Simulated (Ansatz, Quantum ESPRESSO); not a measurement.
**CaO (Lime): from Born charge to LO-TO splitting**

Aim: work out the LO frequency and the static dielectric constant of CaO (Lime) from one linear-response run, then check them.

Method: DFT LDA, scalar-relativistic, plane waves, PseudoDojo norm-conserving pseudopotentials, in Quantum ESPRESSO 8.0 development, patched.

**1. Set-up**

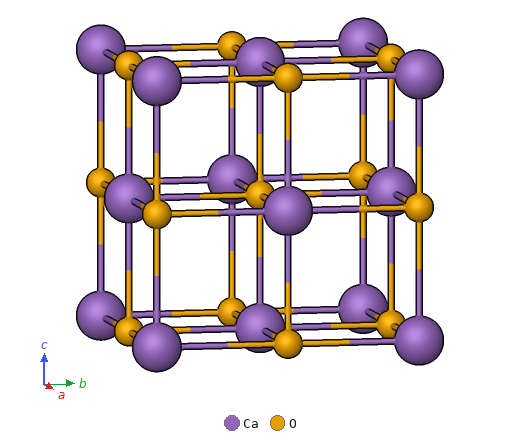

The starting structure, seen slightly off an axis (calcium purple, oxygen orange). This picture shows the conventional cell, with its axes. Some periodic images of atoms are drawn too.

As a file:

```
Ca O
1.0
    -2.35206    0.00000    2.35206
     0.00000    2.35206    2.35206
    -2.35206    2.35206    0.00000
Ca O
1 1
Direct
  0.00000 0.00000 0.00000
  0.50000 0.50000 0.50000
```

This is the cell after its relaxation at this level of theory, not the database cell from which that began.

**2. What the response run gave**

A linear-response run on the relaxed cell, with the response to an electric field; only its zone-centre results are used. Cutoff 84 Ry, k mesh 8×8×8.

What it wrote:

```text
[banners, grids, parts of the stress and lines that vanish by symmetry left out]
Program PHONON v.8.0dev
     Dynamical matrices for q-points given in input
     (   1q-points):
[...]
Exchange-correlation= PW
                           (   1   4   0   0   0   0   0)
[...]
kinetic-energy cut-off    =      84.0000  Ry
     charge density cut-off    =     336.0000  Ry
     convergence threshold     =      1.0E-18
[...]
Exchange-correlation= PW
                           (   1   4   0   0   0   0   0)
[...]
q = (   0.0000000   0.0000000   0.0000000 )
     49 Sym.Ops. (with q -> -q+G )
     G cutoff =  672.5657  (  18197 G-vectors)     FFT grid: ( 40, 40, 40)
     number of k points=    29
[...]
Mode symmetry, O_h (m-3m)  point group:
[...]
Dielectric constant
[...]
End of electric fields calculation
          Dielectric constant in cartesian axis
          (       3.870661463       0.000000000       0.000000000 )
          (       0.000000000       3.870661463       0.000000000 )
          (      -0.000000000      -0.000000000       3.870661463 )
          Effective charges (d Force / dE) in cartesian axis without acoustic sum rule applied (asr)
           atom    1  Ca    Mean Z*:        2.37852
      Ex  (        2.37852       -0.00000        0.00000 )
      Ey  (       -0.00000        2.37852       -0.00000 )
      Ez  (        0.00000       -0.00000        2.37852 )
           atom    2  O     Mean Z*:       -2.37887
      Ex  (       -2.37887       -0.00000       -0.00000 )
      Ey  (       -0.00000       -2.37887       -0.00000 )
      Ez  (        0.00000        0.00000       -2.37887 )
          Effective charges Sum: Mean:       -0.00035
[...]
Effective charges (d Force / dE) in cartesian axis with asr applied:
           atom    1  Ca    Mean Z*:        2.37870
[...]
atom    2  O     Mean Z*:       -2.37870
[...]
Dielectric constant from finite-differences
          (       3.870669456       0.000000000      -0.000000000 )
          (       0.000000000       3.870669456      -0.000000000 )
          (      -0.000000000      -0.000000000       3.870669456 )
[...]
(      -0.000000000      -0.000000000       0.000000000 )
          (       0.000000000       0.000000000       0.000000000 )
          (      -0.000000000      -0.000000000      -0.000000000 )
          (      -0.000000000       0.000000000      -0.000000000 )
          (      -0.000000000      -0.000000000      -0.000000000 )
          (       0.000000000      -0.000000000      -0.000000000 )
          (      -0.000000000       0.000000000       0.000000000 )
          (      -0.000000000       0.000000000      -0.000000000 )
[...]
(       0.000000000       0.000000000       0.000000000 )
          (      -0.000000000       0.000000000      -0.000000000 )
          (      -0.000000000       0.000000000       0.000000000 )
          (      -0.000000000       0.000000000      -0.000000000 )
          (       0.000000000       0.000000000       0.000000000 )
[...]
Representation #   1 modes #   1   2   3
[...]
End of self-consistent calculation
     Convergence has been achieved
     Representation #   2 modes #   4   5   6
[...]
End of self-consistent calculation
     Convergence has been achieved
[...]
Dielectric constant in cartesian axis
          (       3.870661463       0.000000000       0.000000000 )
          (       0.000000000       3.870661463       0.000000000 )
          (      -0.000000000      -0.000000000       3.870661463 )
          Effective charges (d Force / dE) in cartesian axis without acoustic sum rule applied (asr)
           atom    1  Ca    Mean Z*:        2.37852
      Ex  (        2.37852       -0.00000        0.00000 )
      Ey  (       -0.00000        2.37852       -0.00000 )
      Ez  (        0.00000       -0.00000        2.37852 )
           atom    2  O     Mean Z*:       -2.37887
      Ex  (       -2.37887       -0.00000       -0.00000 )
      Ey  (       -0.00000       -2.37887       -0.00000 )
      Ez  (        0.00000        0.00000       -2.37887 )
          Effective charges Sum: Mean:       -0.00035
[...]
Effective charges (d Force / dE) in cartesian axis with asr applied:
           atom    1  Ca    Mean Z*:        2.37870
[...]
atom    2  O     Mean Z*:       -2.37870
[...]
q = (    0.000000000   0.000000000   0.000000000 )
[...]
freq (    1) =      -0.033068 [THz] =      -1.103037 [cm-1]
     freq (    2) =      -0.033068 [THz] =      -1.103037 [cm-1]
     freq (    3) =      -0.033068 [THz] =      -1.103037 [cm-1]
     freq (    4) =       8.720875 [THz] =     290.897092 [cm-1]
     freq (    5) =       8.720875 [THz] =     290.897092 [cm-1]
     freq (    6) =       8.720875 [THz] =     290.897092 [cm-1]
[...]
Mode symmetry, O_h (m-3m)  point group:
     freq (   1-   3) =         -1.1  [cm-1]   --> T_1u G_15  G_4- I
     freq (   4-   6) =        290.9  [cm-1]   --> T_1u G_15  G_4- I

   JOB DONE.
```

| quantity | value |
| --- | --- |
| cell volume Ω (Å³) | 26.024 |
| mass of Ca (u) | 40.078 |
| mass of O (u) | 15.999 |
| Born charge of Ca, raw (e) | 2.378 |
| Born charge of O, raw (e) | -2.379 |
| ε∞ | 3.871 |
| ω(TO) after the sum rule (cm⁻¹) | 290.9 |

**3. The calculation**

The charges must sum to zero over the cell; taking off their mean, 0.000 e, leaves Z* = 2.379 e on Ca. In the polar mode Ca moves against O, so the reduced mass is μ = 40.08 × 16.00 / 56.08 = 11.434 u.

A longitudinal wave builds up a field that adds to the restoring force: ω(LO)² = ω(TO)² + 4π Z*² / (μ Ω ε∞), in Hartree atomic units. With μ = 20844 electron masses and Ω = 175.62 bohr³ the second term is 5.0183e-06 Ha², or 241725 cm⁻² (1 Ha = 219474.6 cm⁻¹).

So ω(LO) = √(84623 + 241725) = 571.3 cm⁻¹, and by the Lyddane-Sachs-Teller relation ε₀ = ε∞ (ω(LO)/ω(TO))² = 14.93.

**4. Check against the program**

The analysis program adds the same non-analytic term to the full matrix, here for q along (1 0 0).

What it wrote:

```text
[banner, memory and clock lines left out]
Program DYNMAT v.8.0dev

     Reading Dynamical Matrix from file g.dyn
     ...Force constants read
     ...epsilon and Z* read
     ...Raman cross sections read

     Polarizability (A^3 units)
     multiply by 0.511016 for Clausius-Mossotti correction (not under assume_isolated = 'mt')
         5.944952    0.000000   -0.000000
         0.000000    5.944952   -0.000000
         0.000000    0.000000    5.944952

     IR activities are in (D/A)^2/amu units

# mode   [cm-1]    [THz]      IR
    1     -0.00   -0.0000    0.0000
    2     -0.00   -0.0000    0.0000
    3      0.00    0.0000    0.0000
    4    290.90    8.7211   11.4165
    5    290.90    8.7211   11.4165
    6    571.27   17.1263   11.4165
```

ε₀ comes from the program's run without a direction of q.

```csv
quantity,by hand,program
ω(LO) (cm⁻¹),571.3,571.3
ε₀,14.93,14.93
```

**5. Outcome**

```yaml
to_mode: 290.9 cm⁻¹
lo_mode: 571.3 cm⁻¹
static_dielectric_constant: 14.93
```

What this shows: The LO mode of CaO (Lime) lies at 571 cm⁻¹, 280 cm⁻¹ above the TO mode; the formula meets the program within 0.1 cm⁻¹, as it must for a cubic crystal with one polar mode. ω(LO)² − ω(TO)² goes with Z*²/ε∞: an error of 5 % in ε∞ would move the LO mode by 10.2 cm⁻¹, and semilocal functionals tend to overestimate ε∞. These are harmonic values at zero temperature, at the volume of this functional, for the structure held cubic; stability elsewhere in the zone is no part of this calculation.

[Host names and launcher messages were left out of these logs when they were recorded.]

[Logs are printed without paths, hosts, clocks, repeated set-up lines and the standing remarks that a program may print on its own settings, such as how far it seeks lower states.]

[Hosts, paths, dates, database ids (printed as entryN), source tags and the programs' standing remarks are cut or masked in the printed files.]
